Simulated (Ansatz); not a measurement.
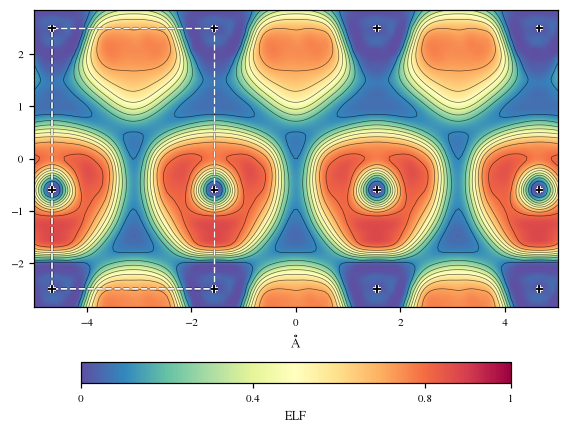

The electron localisation function on a plane through atoms (crosses mark nuclei in the plane).

These are results of Ansatz, DFT r2SCAN, scalar-relativistic, plane waves, PAW, not measurements.

Candidates:
A. SnO, a = 3.81 Å, b = 3.81 Å, c = 9.88 Å, α = 90.00°, β = 90.00°, γ = 90.00°. Space group P4/nmm; a structure from a database of computed crystals, not necessarily the ambient phase.
B. Si, a = 2.75 Å, b = 4.42 Å, c = 2.47 Å, α = 90.00°, β = 89.98°, γ = 89.99°. Space group Cmmm; a structure from a database of computed crystals, not necessarily the ambient phase.
C. AlN, a = 3.11 Å, b = 3.11 Å, c = 4.98 Å, α = 90.00°, β = 90.00°, γ = 120.00°. Space group P6₃mc; changed on purpose from its base cell (all atoms moved at random, sigma 0.25 A a component, cell strained at random, sigma 0.01; relaxed back).

Which system is this?

Candidate C: AlN on the (100) plane of the conventional cell, which holds Al and N. Al–N (1.90 Å): the ELF peaks at about 0.90 between the atoms: a polar covalent bond.
